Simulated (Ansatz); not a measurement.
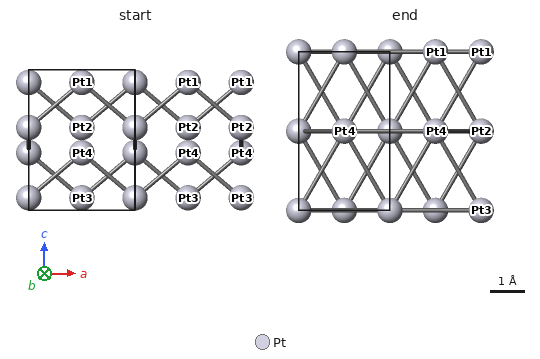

The structure of solid Pt (built on the black phosphorus_64 type) (coarse preliminary run) before (left) and after (right) a relaxation, at one scale.

The picture is a ball-and-stick view of the conventional cell (2 times the calculation's cell), repeated 2 × 1 × 1 with one cell outlined, seen along the b axis. Lengths and directions refer to the drawn axes.

Case: black phosphorus type (Cmce, No. 64).

All numbers below come from DFT r2SCAN, scalar-relativistic, plane waves, PAW in Ansatz. (plane-wave cutoff 500 eV; k-point mesh 6 × 6 × 4; occupations gaussian; smearing width 0.1 eV; no spin polarisation; cell and atoms relaxed; force threshold 0.04 eV/Å; at most 70 steps)

> What changed between the two?

The energy falls by 17.774 eV per cell of the calculation in 7 accepted moves (8 points after the start). The largest force component goes from 16 to 0.0076 eV/Å. Pressure: 146.66 GPa at the start and −0.30 GPa at the end. The SCF was repeated once at an unchanged geometry on a basis and grid sized afresh for the cell, which shifted the energy by 0.8 meV per cell of the calculation at most. The largest moves relative to the cell, 0.53 Å, are those of Pt1, Pt2, Pt3 and Pt4. Pt2 goes along [0 −1 −3]. The drawn cell changes as follows: a 3.159 → 2.711 Å (−14.2 %), b 10.020 → 9.970 Å (−0.5 %), c 4.180 → 4.714 Å (+12.8 %); the volume changes by −3.7 %. Among the contacts that change: Pt1–Pt3 3.513 → 2.745 Å, Pt1–Pt2 2.070 → 2.719 Å, Pt1–Pt2 (another image) 3.252 → 2.719 Å, Pt1–Pt3 (another image) 2.103 → 2.598 Å. New bonds form: Pt1–Pt3 (3.51 → 2.74 Å), Pt2–Pt4 (3.51 → 2.74 Å). Bond angles that change, for instance: Pt2–Pt1–Pt2 99.5° → 59.8°, Pt2–Pt1–Pt3 103.4° → 90.0°. The space group (tolerance 0.01 Å) goes from Cmce (No. 64) to Fmmm (No. 69). The run took about 80 core-seconds on a shared host.

Limits of the set-up: the k-point mesh is coarse for a cell with partly filled bands.
